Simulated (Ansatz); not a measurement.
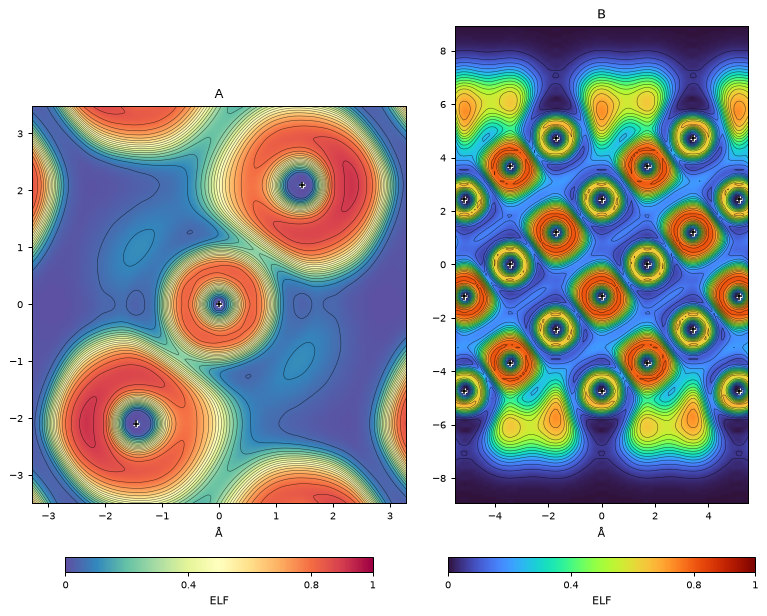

The ELF of 2 systems, each on a plane through atoms (crosses mark nuclei in the plane).

Theory: DFT PBEsol, scalar-relativistic, plane waves, PAW (Ansatz).

System 1: Ti5N4 (slab), the (110) plane of the calculation cell, a cut from vacuum to vacuum. Computed without spin polarisation.

System 2: ZrS2, the (110) plane of the conventional cell. Space group P-3m1.

```
Zr S
1.0
     3.62739    0.00000    0.00000
    -1.81369    3.14141    0.00000
     0.00000    0.00000    5.88079
Zr S
1 2
Direct
  0.00000 0.00000 0.00000
  0.33333 0.66667 0.24709
  0.66667 0.33333 0.75291
```

**Which map belongs to which system?**

Panel A is system 2, ZrS2: the plane holds Zr and S. Zr–S (2.55 Å): the ELF peaks at about 0.85 in the valence shell of S, 0.8 Å from its nucleus, and is about 0.40 at the midpoint. Panel B is system 1, Ti5N4: the plane holds Ti and N. Ti–N (2.01 Å): the ELF peaks at about 0.80 in the valence shell of N, 0.6 Å from its nucleus, and is about 0.20 at the midpoint; no localised pair shows between them.
